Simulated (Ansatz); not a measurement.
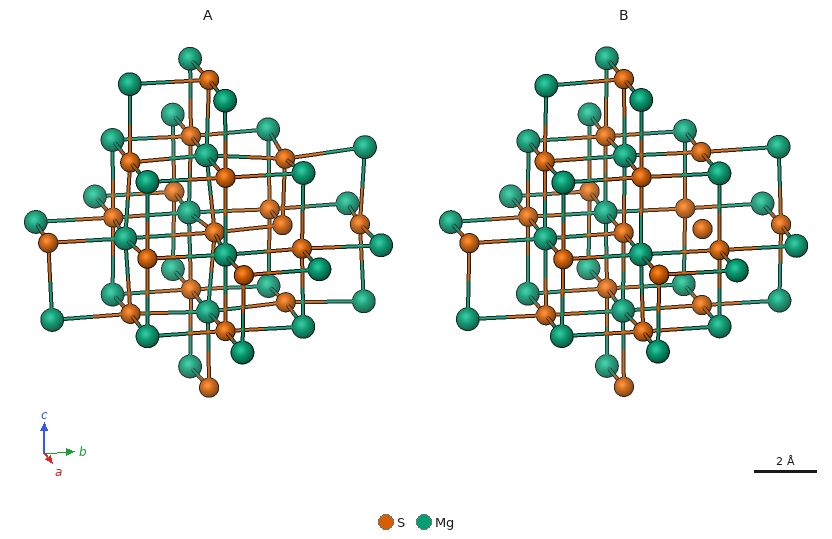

Two geometries of a defect cell of composition S₃₃Mg₃₁ (cell charge +2), drawn at one scale. One is the start of a relaxation, the other its converged end. The picture is a ball-and-stick view of the atoms within 5.8 Å of the atom that moves most (axes of the cell of the calculation (origin shifted)), seen slightly off an axis.

These are results of DFT, PBEsol, PAW, plane waves (Ansatz), not measurements. Set-up: plane-wave cutoff 420 eV; k-point mesh 1 × 1 × 1; mesh shifted by (0.25, 0.25, 0.25); no spin polarisation; atoms relaxed in a fixed cell; force threshold 0.03 eV/Å; at most 80 steps.

Q: Which geometry has the lower energy?

A: Structure A is the relaxed one. An S atom moves most: 0.24 Å along +b. By element the largest moves are S 0.24 Å, Mg 0.15 Å. The cell stays as it was. Among the contacts that change: Mg–S 2.613 → 2.978 Å, S–S 2.617 → 2.272 Å, S–S 2.584 → 2.253 Å, Mg–S 2.660 → 2.978 Å. Bond angles that change, for instance: S–Mg–S 90.3° → 77.8°, S–Mg–S 88.7° → 78.0°, Mg–S–Mg 178.6° → 168.8°. After 10 geometry steps the energy has fallen by 1.080 eV per cell of the calculation. Largest force component: 1.3 eV/Å at the start, 0.013 eV/Å at the end. The forces were under the threshold at step 3, but the run went on from there.

Limits of the set-up: the cell is charged, on a uniform background, and energies carry no finite-size correction.
